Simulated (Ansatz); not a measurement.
# SiO₂: 9 runs along one coordinate

System: SiO₂ (P4₂/mnm, 6 atoms in the cell).
Method: DFT LDA, scalar-relativistic, plane waves, PAW, PAW set soft_1, no spin polarisation (Ansatz 0.2.0).

The 9 runs differ only in the geometry, by a strain of the cell at fixed fractional positions. Against run 5, the strain is εzz = η. The structure derives from a Materials Project entry.

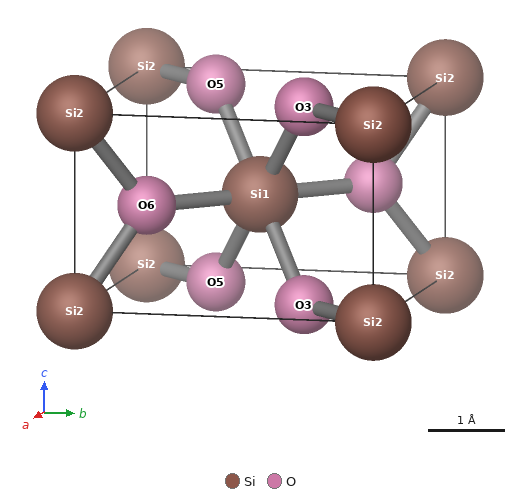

Figure 1. The structure of run 5 (ball-and-stick view of the cell of the calculation, seen slightly off an axis; atoms are numbered from 1 in the order of the input).

## Input of run 5
```yaml
crystal:
  lattice:
    - [4.0804, 0.0, 0.0]
    - [0.0, 4.0804, 0.0]
    - [0.0, 0.0, 2.6613102772]
  atoms:
    - { symbol: Si, position: [0.5, 0.5, 0.5] }
    - { symbol: Si, position: [0.0, 0.0, 0.0] }
    - { symbol: O, position: [0.6944252994, 0.6944252994, 0.0] }
    - { symbol: O, position: [0.1944252994, 0.8055747006, 0.5] }
    - { symbol: O, position: [0.3055747006, 0.3055747006, 0.0] }
    - { symbol: O, position: [0.8055747006, 0.1944252994, 0.5] }
basis:
  ecutwfc: 520.0
kpoints:
  mp_grid: { grid: [6, 6, 8] }
hamiltonian:
  xc: lda
  pseudopotentials: { kind: paw, azcp: { folder: soft_1 } }
scf:
  occupations: { method: gaussian, width: 0.05 }
output:
  forces: true
  stress: true
  eigenvalues: true
```

Command:
```bash
ansatz run input.yaml --threads 2 --pin off --max-ram 4096MiB --backend cpu --events-out ev --progress --plain --runs-dir out
```

Run 4 differs from it as follows:
```diff
-    - [0.0, 0.0, 2.6613102772]
+    - [0.0, 0.0, 2.5974]
```

## Results, with one run withheld

```csv
run,strain parameter η (%),"free energy per atom, from the lowest run given (meV)",pressure (GPa),gap on the mesh (eV)
1,−11.9982,399.22,88.38,8.95
2,−9.6009,249.27,68.49,8.46
3,−4.7988,65.09,36.38,7.29
4,−2.4015,?,?,?
5,0.0000,0.00,12.41,6.33
6,2.4007,1.31,2.83,5.87
7,4.8018,20.61,−5.40,5.36
8,9.6001,101.76,−18.48,4.42
9,12.0012,158.88,−23.59,3.99
```

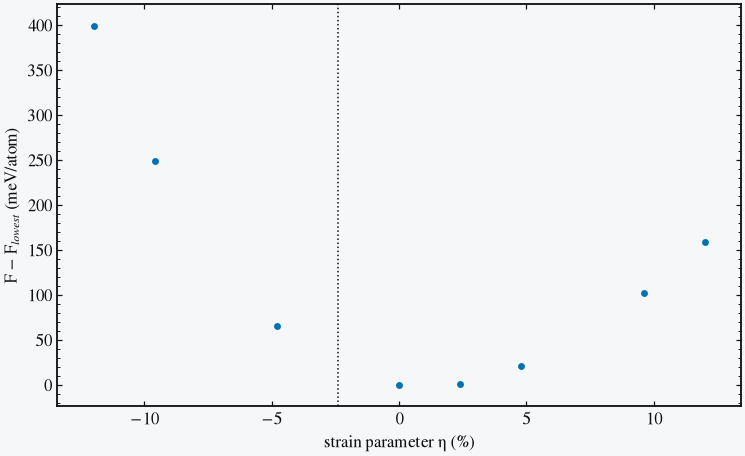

Figure 2. Free energy per atom of the runs given; the dotted line marks run 4.

Fit the runs given and predict run 4.

A cubic polynomial in the coordinate, fitted to the 8 runs given, misses them by at most 1.92 meV per atom. With x = η − 0.3007, it reads F = −2.2919 − 2.3947 x + 1.8988 x² − 0.044926 x³ (meV per atom). At run 4 it gives 18.93 meV per atom, and the run itself gives 20.01. The fit has its minimum at η = 0.9461 %. So low a polynomial doesn't follow these energies more closely. The gap on the mesh goes, without turning, from 8.95 eV in run 1 to 3.99 eV in run 9; run 4 has 6.78 eV. These are gaps of this functional on this mesh, which can miss the band edges; they aren't the measured gap.

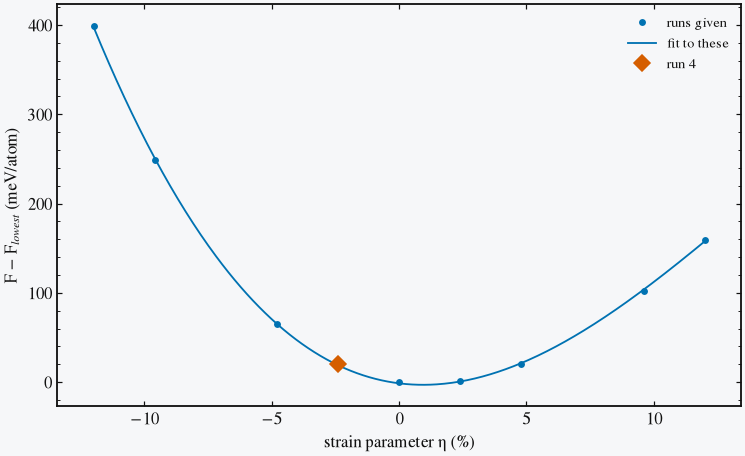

Figure 3. The fit and the withheld run.

## Output, shortened to warnings, some set-up lines, iterations and results (run 4)
```
Warning: [file] the record states the generating functional pbe (its physics header spells it `PBE`), which answers neither for hamiltonian.xc's functional nor for the lda family's — results may be inconsistent (PPs are generated against a specific XC)
Warning: [file] the record states the generating functional pbe (its physics header spells it `PBE`), which answers neither for hamiltonian.xc's functional nor for the lda family's — results may be inconsistent (PPs are generated against a specific XC)
Basis set: ecut = 520 eV, 1161 PW (Γ)
Symmetry: 16 space group operations
k-points: 50 of 288
Initial density: superposition of atomic densities (chi_scale 0.1, normalization cell, long waves kept (reshape's long-wave potential 0.00 eV rms))
[...]
SCF iter   1: F=—  HF=-3447.617134 eV  |F-HF|=—  |Δ(HF+E_count)|=         —  Δρ=1.54e-1  dr2=7.74e0  ethr=3.10e-3  ⟨swp⟩=6.1  Hψ=6060  notcnv=0
SCF iter   2: F=—  HF=-3445.427469 eV  |F-HF|=—  |Δ(HF+E_count)|=    2.19e0  Δρ=6.28e-2  dr2=6.08e-1  ethr=3.10e-3  ⟨swp⟩=3.2  Hψ=2809  notcnv=0  defer=86
SCF iter   3: F=—  HF=-3445.276210 eV  |F-HF|=—  |Δ(HF+E_count)|=   1.51e-1  Δρ=2.24e-2  dr2=7.74e-2  ethr=1.90e-3  ⟨swp⟩=2.1  Hψ=1924  notcnv=0  defer=87
SCF iter   4: F=—  HF=-3445.278834 eV  |F-HF|=—  |Δ(HF+E_count)|=   2.62e-3  Δρ=2.13e-3  dr2=6.80e-4  ethr=2.42e-4  ⟨swp⟩=2.0  Hψ=1378  notcnv=0  defer=87
SCF iter   5: F=—  HF=-3445.279058 eV  |F-HF|=—  |Δ(HF+E_count)|=   2.24e-4  Δρ=2.47e-4  dr2=9.83e-6  ethr=2.13e-6  ⟨swp⟩=2.7  Hψ=1855  notcnv=0  defer=37
SCF iter   6: F=—  HF=-3445.279065 eV  |F-HF|=—  |Δ(HF+E_count)|=   6.75e-6  Δρ=3.10e-5  dr2=1.45e-7  ethr=3.07e-8  ⟨swp⟩=2.0  Hψ=1742  notcnv=0  defer=37
SCF iter   7: F=-3445.279065 eV  HF=-3445.279065 eV  |F-HF|=5.21e-9  |Δ(HF+E_count)|=   5.54e-8  Δρ=6.17e-6  dr2=7.67e-9  ethr=3.13e-10  ⟨swp⟩=9.2  Hψ=5298  notcnv=0
SCF 1 converged in 7 iterations: F = -3445.279065 eV  dr2 = 7.67e-9
SCF converged after 7 iterations
Free energy (F): -3445.279065 eV
Harris-Foulkes:  -3445.279065 eV  (|F-HF|=5.21e-9)
Internal energy: -3445.279065 eV  (E = F + TS)
E sigma→0 (E₀):  -3445.279065 eV
Fermi energy:    14.865996 eV
--- Per-component energies (eV) ---
  E_band       = 84.411122
  E_kinetic    = 794.905288
  E_local      = -1156.449471  (includes V_loc(G=0)·N_el)
  E_nonlocal   = 264.089038
  E_hartree    = 421.808522
  E_xc         = -403.144395
  E_vxc        = -471.053514  (∫ρ·V_xc dr)
  E_paw        = -1584.078870  (= ΣΔE_a)
  E_vpaw       = -190.701178  (= ΣTr[D̂ρ^β])
  E_aug_tail   = 0.000970  (compensation charges beyond the density's cutoff)
  E_ewald      = -1782.966494
  E_core_change = 0.556347  (= ΣΔE_core)
  E_smearing   = -0.000000  (= −TS)
  E_closure    = -0.000000  (closes the sum)
  Σ components = -3445.279065   (vs F -3445.279065, Δ=0.00e0)
--- Forces (eV/Å), atoms counted from 1 ---
  atom   1  Si    -0.00000000     0.00000000     0.00000000
  atom   2  Si    -0.00000000     0.00000000     0.00000000
  atom   3  O      0.28872797     0.28872797     0.00000000
  atom   4  O      0.28872797    -0.28872797     0.00000000
  atom   5  O     -0.28872797    -0.28872797     0.00000000
  atom   6  O     -0.28872797     0.28872797     0.00000000
  max |Σ_I F_I| component: 1.67e-16 eV/Å
--- Stress (GPa, compression-positive) ---
       20.880313       0.000000       0.000000
        0.000000      20.880313       0.000000
        0.000000       0.000000      28.829594
  P = ⅓ Tr σ = 23.5301 GPa (235.301 kbar)
```

The program warns: the PAW datasets were made with another functional.
